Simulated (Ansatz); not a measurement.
The Ansatz input:

```
crystal:
  lattice:
    - [7.6636191384, 0.0, 0.0]
    - [-3.8318095692, 6.6368888588, 0.0]
    - [0.0, 0.0, 2.9264354851]
  atoms:
    - { symbol: Si, position: [0.7689127323, 0.1750130934, 0.25] }
    - { symbol: Si, position: [0.5938996389, 0.7689127323, 0.75] }
    - { symbol: Si, position: [0.8249869066, 0.5938996389, 0.25] }
    - { symbol: Si, position: [0.2310872677, 0.8249869066, 0.75] }
    - { symbol: Si, position: [0.4061003611, 0.2310872677, 0.25] }
    - { symbol: Si, position: [0.1750130934, 0.4061003611, 0.75] }
    - { symbol: "N", position: [0.0308339948, 0.3300009333, 0.25] }
    - { symbol: "N", position: [0.7008330615, 0.0308339948, 0.75] }
    - { symbol: "N", position: [0.6699990667, 0.7008330615, 0.25] }
    - { symbol: "N", position: [0.9691660052, 0.6699990667, 0.75] }
    - { symbol: "N", position: [0.2991669385, 0.9691660052, 0.25] }
    - { symbol: "N", position: [0.3300009333, 0.2991669385, 0.75] }
    - { symbol: "N", position: [0.6666666667, 0.3333333333, 0.25] }
    - { symbol: "N", position: [0.3333333333, 0.6666666667, 0.75] }
basis:
  ecutwfc: 420
kpoints:
  mp_grid: { grid: [6, 6, 8] }
  band_path:
    path:
      - [[0.0, 0.0, 0.0], [0.5, 0.0, 0.0], [0.33333333, 0.33333333, 0.0], [0.0, 0.0, 0.0], [0.0, 0.0, 0.5], [0.5, 0.0, 0.5], [0.33333333, 0.33333333, 0.5], [0.0, 0.0, 0.5]]
      - [[0.5, 0.0, 0.5], [0.5, 0.0, 0.0]]
      - [[0.33333333, 0.33333333, 0.5], [0.33333333, 0.33333333, 0.0]]
    npoints: 10
hamiltonian:
  xc: pbe
scf:
  occupations: { method: gaussian, width: 0.02 }
  n_extra_bands: 35
output:
  forces: true
  stress: true
  eigenvalues: true
  populations: true
  dos: { projected: true, de: 0.02, nscf_kmesh: { grid: [9, 9, 12] } }
  bader: false
  write_density: true
  write_potential: true
  elf: true
  volumetric_format: npy
```

Command:
```bash
ansatz run input.yaml --threads 4 --pin off --max-ram 10240MiB --backend cpu --events-out ev --progress --plain --runs-dir out
```

What will the band structure and density of states look like? The path is Γ–M–K–Γ–A–L–H–A|L–M|H–K.

The material is gapped. The gap along this path is 4.26 eV and indirect, from the valence-band top between Γ and A to the conduction-band bottom at Γ; the smallest direct gap is 4.45 eV, at Γ. The top valence band spans 1.3 eV and the lowest conduction band 1.6 eV. The direct gaps are 5.95 eV at A, 6.00 eV at H and 4.45 eV at Γ. By projected weight, the top eV of the valence band is N almost alone; the bottom eV of the conduction band is Si (70 %) and N (30 %).

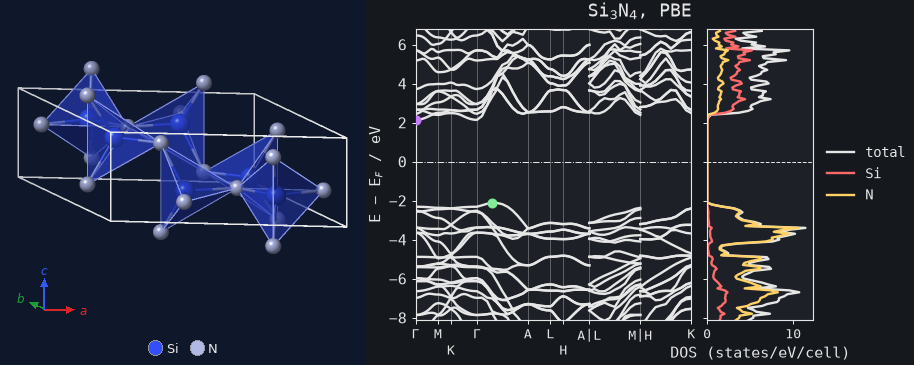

Band structure and density of states, beside the structure. Energies are counted from the Fermi level. The partial curves are projected on Löwdin-orthogonalised atomic shells.
